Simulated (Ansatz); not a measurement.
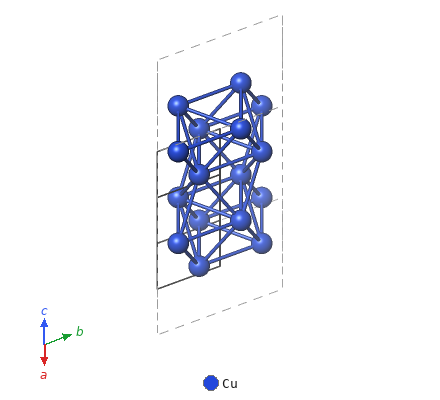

Cu (P6_3/mmc, No. 194): the end point of a relaxation with DFT, LDA (PW92), plane waves (420 eV) with PAW, scalar-relativistic (Ansatz 0.2.0); the starting structure was generated, so it need not be a known form of this composition.

```
CELL_PARAMETERS angstrom
2.48610 0.00000 0.00000
-1.24305 2.15303 0.00000
0.00000 0.00000 4.07305
ATOMIC_POSITIONS crystal
Cu 0.33333 0.66667 0.25000
Cu 0.66667 0.33333 0.75000
```

Question: What will a HAADF-like image along [201] show? The image is simulated as a sum over atoms of Z^1.8, blurred by a 0.76 Å probe (no channelling). The probe carries 25 % of its weight in a tail 2.5 times as wide. Shot noise and the speckle of an amorphous layer were added.

Answer: The columns repeat on a centred rectangular net of 1.58 × 4.31 Å (plane group c2mm). All columns are alike (Cu). The shortest distance between visible columns is 1.07 Å in projection. Along the beam the structure repeats every 6.43 Å.

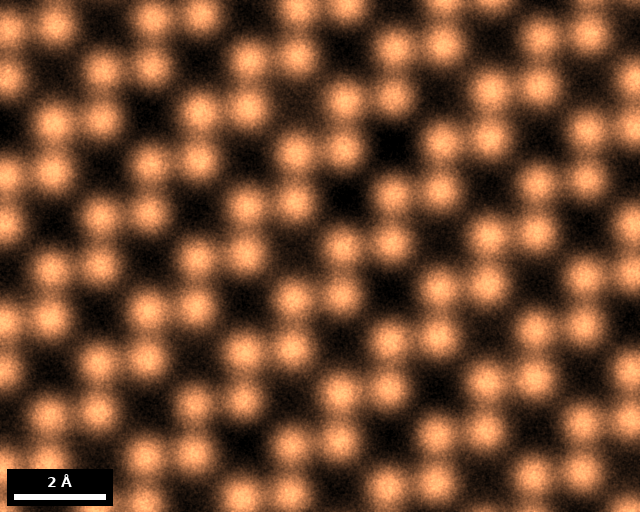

The simulated image.
